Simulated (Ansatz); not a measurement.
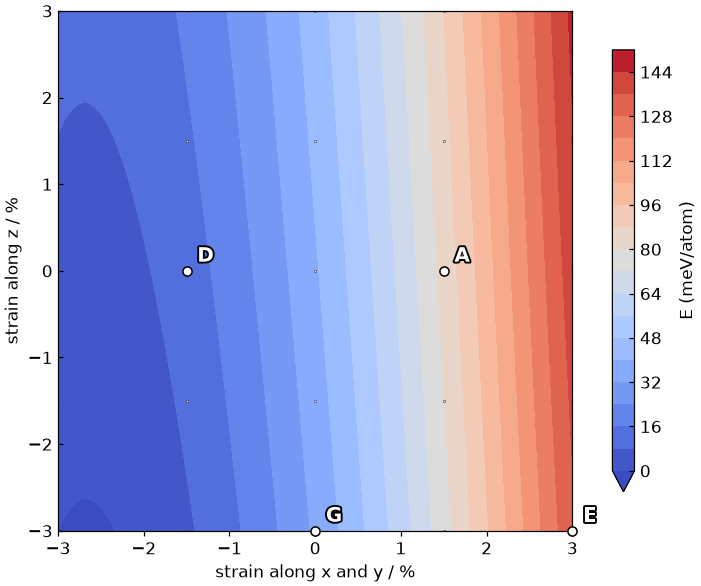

ZnO (P6_3/mmc, No. 194; 4 atoms in the cell). The cell is strained homogeneously, by one strain along x and y and another along z, with fractional coordinates fixed (x along [1 0 0], z along [0 0 1] of the conventional cell). The first coordinate is: strain along x and y; the second: strain along z. Grid: 5 × 5 points. All energies are given in meV/atom relative to the lowest grid point. The reference cell is the one listed in the database, not relaxed at this level. These are results of DFT LDA, scalar-relativistic, plane waves, PAW in Ansatz, not measurements. Settings: cutoff 420 eV, k-mesh 9×9×4 in the order of the run's cell vectors, gaussian smearing 0.05 eV, no spin polarisation.

The picture shows filled contours, dots at the grid points, lettered points. Between grid points the surface is interpolated.

Is E the lowest point of the computed grid?

Answer. No. E lies 134 meV/atom above the lowest grid point, which is at strain along x and y = −3.0 %, strain along z = −3.0 %.

Rank the lettered points by energy, lowest first.

Answer. D (12 meV/atom), G (33 meV/atom), A (83 meV/atom), E (134 meV/atom).
